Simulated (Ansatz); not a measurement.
## Electronic structure of Al in real space

The calculation's input:

```
crystal:
  lattice:
    - [2.7749349733, 0.0, 0.0]
    - [-1.3874674867, 2.4031641807, 0.0]
    - [0.0, 0.0, 9.1065785895]
  atoms:
    - { symbol: Al, position: [-0.1977024593, -0.1835080614, 0.0] }
    - { symbol: Al, position: [0.3333333333, 0.6666666667, 0.25] }
    - { symbol: Al, position: [0.1977024593, 0.1835080614, 0.5] }
    - { symbol: Al, position: [0.6666666667, 0.3333333333, 0.75] }
basis:
  ecutwfc: 420
kpoints:
  mp_grid: { grid: [18, 18, 6] }
hamiltonian:
  xc: lda
  pseudopotentials: { kind: paw, azcp: { folder: soft_1 } }
  dispersion: d3bj
scf:
  occupations: { method: gaussian, width: 0.15 }
output:
  forces: true
  stress: true
  eigenvalues: true
  write_density: true
  write_potential: true
  elf: true
  volumetric_format: npy
```

Launched as:

```sh
ansatz run input.yaml --threads 2 --pin off --max-ram 4096MiB --backend cpu --events-out ev --progress --plain --runs-dir out
```

Below, planes, directions and counts refer to the conventional cell (a = 2.77 Å, b = 9.11 Å, c = 2.77 Å, α = 90.00°, β = 120.00°, γ = 90.00°).

Space group P2₁; a structure from a database of computed crystals, not necessarily the ambient phase; not relaxed (largest force 0.5 eV/Å); computed pressure about 3 GPa in this cell; PAW files of the earlier set (soft_1).

The calculation used DFT LDA+D3(BJ), scalar-relativistic, plane waves, PAW in Ansatz.

The density is the valence pseudo-density of a PAW calculation; it isn't the true density close to the nuclei.

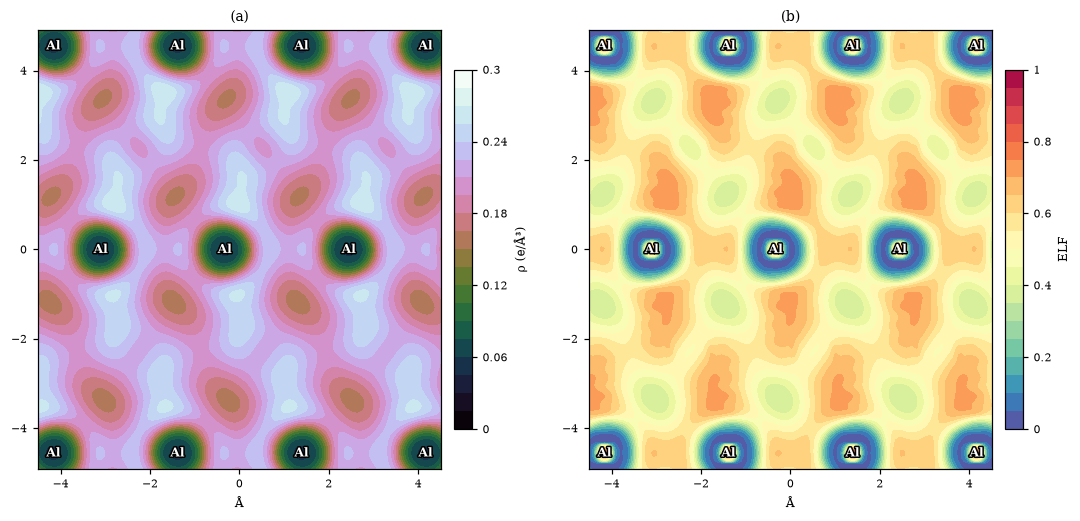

Figure 1. (a) valence charge density (pseudo); (b) electron localisation function on the (001) plane of the conventional cell.

What do the fields say about this system?

Answer. The plane passes through Al nuclei.
Atoms just off the plane (Al, 0.8 Å away) can leave unmarked features too.
Al–Al (2.77 Å): ρ is about 0.22 e/Å³ halfway; the ELF peaks at about 0.65 between the atoms.
Between the atoms the lowest density in this plane is 0.16 e/Å³.

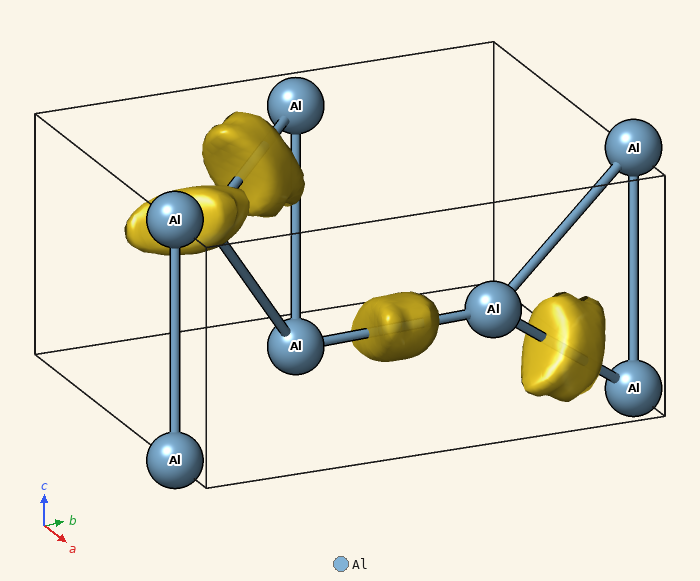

Figure 2. Isosurface of the ELF at 0.7 (yellow), seen at an oblique angle. Only the valence region is drawn (cores and ρ < 0.01 e/Å³ removed). Sticks mark near contacts.

Identify the bonds, lone pairs and shells in this picture.

Answer. At this value the surface marks out four regions between bonded Al–Al atoms, counted in one cell of 4 atoms. Regions shared between cells count once. Along the contacts the grid gives the following. Al–Al (2.55 Å): the ELF peaks at about 0.80 between the atoms.

Metal or insulator at this level of theory?

Answer. It is metallic or semimetallic at this level of theory: no gap opens.
